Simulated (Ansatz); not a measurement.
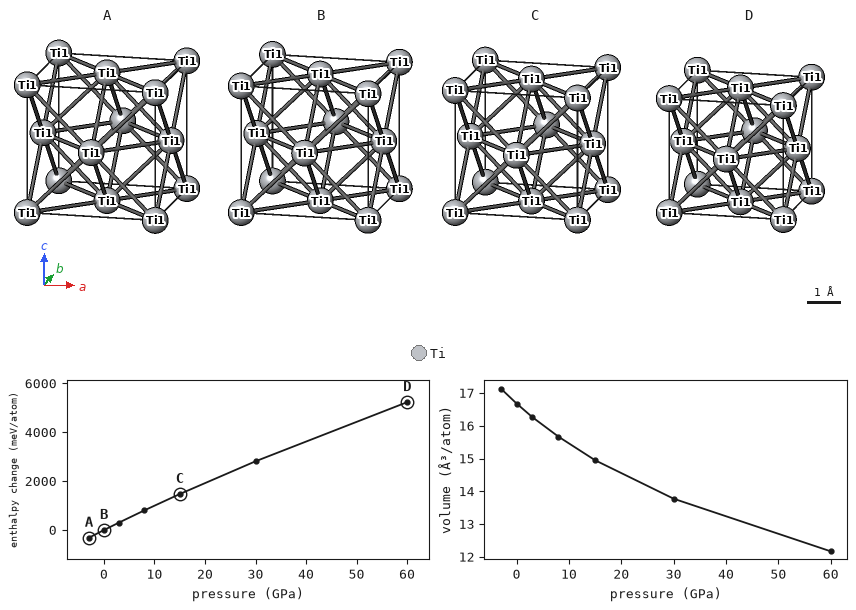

Members of a series of calculations on crystalline Ti (set up in Fm-3m), marked on the first curve. The picture is a ball-and-stick view of the conventional cell (4 times the calculation's cell), seen slightly off an axis. Lengths and directions refer to the drawn axes.

Computed with DFT PBEsol, scalar-relativistic, plane waves, PAW (Ansatz). (plane-wave cutoff 420 eV; occupations gaussian; smearing width 0.1 eV; no spin polarisation) The k-mesh is chosen for each cell (18×18×18, 20×20×20).

Describe the series.

The structure is relaxed at several pressures. A (pressure −3.0 GPa): enthalpy change −316 meV/atom, volume 17.13 Å³ per atom. B (pressure 0.0 GPa): enthalpy change 0.0 meV/atom, volume 16.68 Å³ per atom. C (pressure 15.0 GPa): enthalpy change 1474 meV/atom, volume 14.95 Å³ per atom. D (pressure 60.0 GPa): enthalpy change 5233 meV/atom, volume 12.17 Å³ per atom. The rest compares A with D. The drawn cell changes as follows: a = b = c 4.092 → 3.651 Å (−10.8 %); the volume changes by −29.0 %. Near-neighbour distances before and after: Ti–Ti 2.894 → 2.582 Å.
